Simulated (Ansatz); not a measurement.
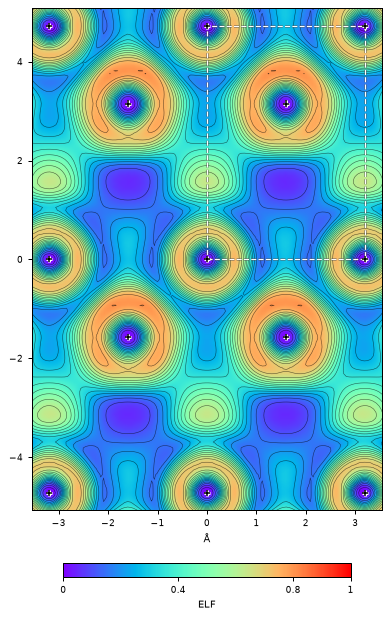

The electron localisation function on a plane through atoms (crosses mark nuclei in the plane).

Method: DFT PBEsol, scalar-relativistic, plane waves, PAW (Ansatz 0.2.0).

Candidates:
A. WC, a = 2.73 Å, b = 2.73 Å, c = 3.19 Å, α = 90.00°, β = 90.00°, γ = 120.00°. Space group P-6m2.
B. Ir (interface cell), a = 2.71 Å, b = 11.49 Å, c = 16.93 Å, α = 90.00°, β = 90.00°, γ = 90.00°. Computed without spin polarisation.

Which candidate gave the map?

Answer. Candidate A: WC on the (110) plane of the conventional cell, which holds W and C. W–C (2.24 Å): the ELF peaks at about 0.80 in the valence shell of C, 0.7 Å from its nucleus, and is about 0.30 at the midpoint.
